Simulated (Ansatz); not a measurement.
**K₂S: density, localisation and related maps**

```
CELL_PARAMETERS angstrom
0.00000 -3.70276 -3.70276
0.00000 -3.70276 3.70276
-7.44254 0.00000 0.00000
ATOMIC_POSITIONS crystal
S 0.50000 0.50000 0.50000
S 0.00000 0.00000 0.00000
K 0.50000 0.00000 0.75000
K 0.00000 0.50000 0.25000
K 0.50000 0.00000 0.25000
K 0.00000 0.50000 0.75000
```

Space group I4/mmm; started from the antifluorite prototype, which need not be the ambient phase; changed on purpose from its base cell (uniaxial x strain +0.5%).

These are results of DFT, r2SCAN, plane waves, PAW (Ansatz), not measurements.

The density is the valence pseudo-density of a PAW calculation; it isn't the true density close to the nuclei.

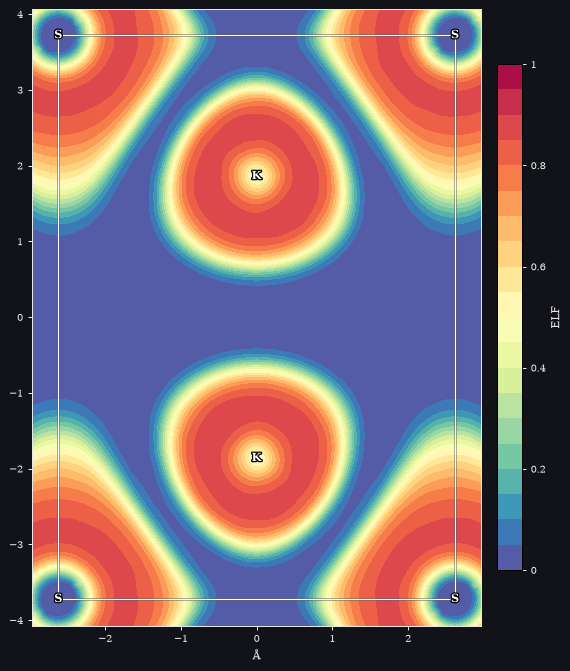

Figure 1. ELF on the (010) plane of the conventional cell.

> What does the map show?

- The plane passes through S and K nuclei.
- K–S (3.21 Å): the ELF peaks at about 0.85 in the valence shell of S, 0.9 Å from its nucleus, and drops to about 0.05 between the two atoms; a closed-shell, largely ionic contact.
- The features right at K lie inside the PAW spheres, where the map follows smoothed inner orbitals and isn't to be read closely.

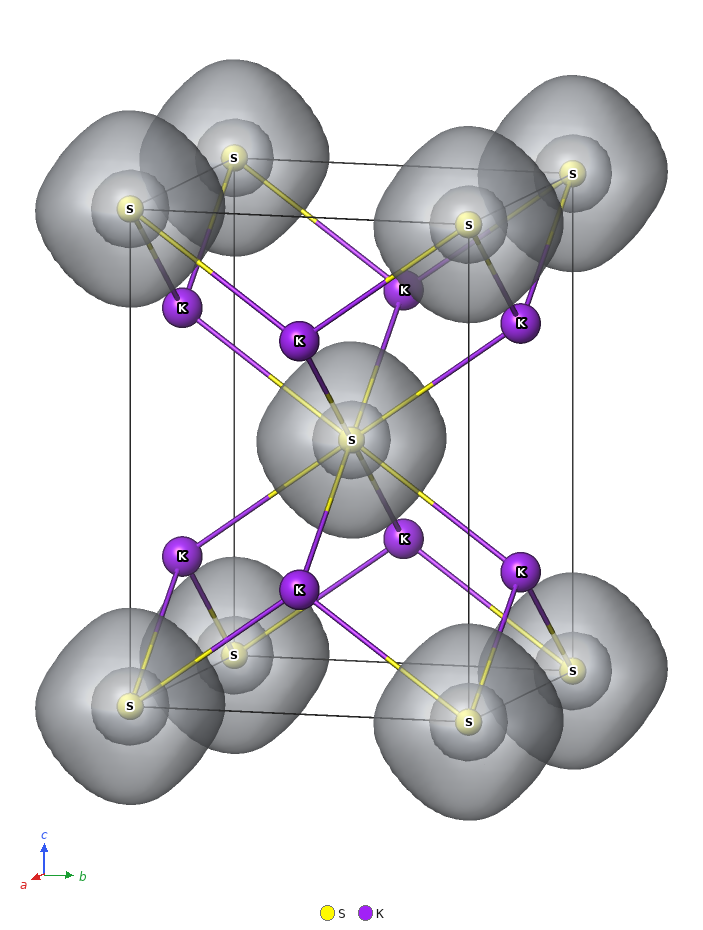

Figure 2. Isosurface of the electron localisation function at 0.75 (grey), seen slightly off an axis. Only the valence region is drawn (cores and ρ < 0.01 e/Å³ removed). Sticks mark near contacts.

> Describe the localisation domains.

The surface consists of two regions wrapped around S (the valence shell of each), counted in one cell of 6 atoms. Any copies at cell faces, edges or corners count once.

> Does the calculation give a band gap?

It is gapped, with a Kohn–Sham gap of 2.7 eV on the k-point mesh (the band edges may lie off the mesh, which would make the gap smaller).
